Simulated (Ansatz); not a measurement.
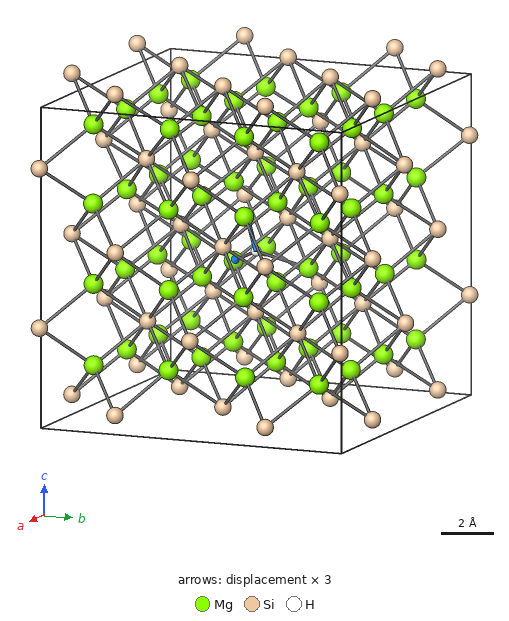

A relaxation of a defect cell of composition Mg64Si32H. The starting structure is drawn; blue arrows show the displacements, 3 times their true length.

Style: ball-and-stick. Shown: the cell of the calculation (origin shifted), slightly off an axis.

The atoms of the start lie slightly off their symmetric places, so part of the fall in energy undoes that.

All numbers below come from DFT, PBEsol, PAW, plane waves in Ansatz. (plane-wave cutoff 420 eV; k-point mesh 1 × 1 × 1; mesh shifted by (0.25, 0.25, 0.25); collinear spin; atoms relaxed in a fixed cell; force threshold 0.03 eV/Å; at most 80 steps)

### Atoms of which element are displaced furthest, and by how much?

Hydrogen: up to 0.61 Å, against 0.13 Å for magnesium.

### Describe the change and its energy.

Over 6 geometry steps the energy falls by 0.514 eV per cell of the calculation. The largest force component goes from 0.5 to 0.017 eV/Å. The largest move is that of the H atom, 0.61 Å along [−1 −1 2]. Largest moves by element: H 0.61 Å, Mg 0.13 Å, Si 0.11 Å. The lattice vectors keep their values. Near-neighbour distances that change, for instance: H–Mg 2.397 → 2.192 Å, H–Mg 2.333 → 2.509 Å, Mg–Si 2.812 → 2.702 Å, Mg–Si 2.733 → 2.842 Å. Bond angles that change, for instance: Si–Mg–Si 108.7° → 113.9°, Si–Mg–Si 110.6° → 105.8°, Si–Mg–Si 109.5° → 113.9°. The program noted that the starting moments weren't kept. Cost: 11 s on 1 × NVIDIA GB200 with 8 threads of Arm Neoverse-V2, peak memory 2.3 GiB.
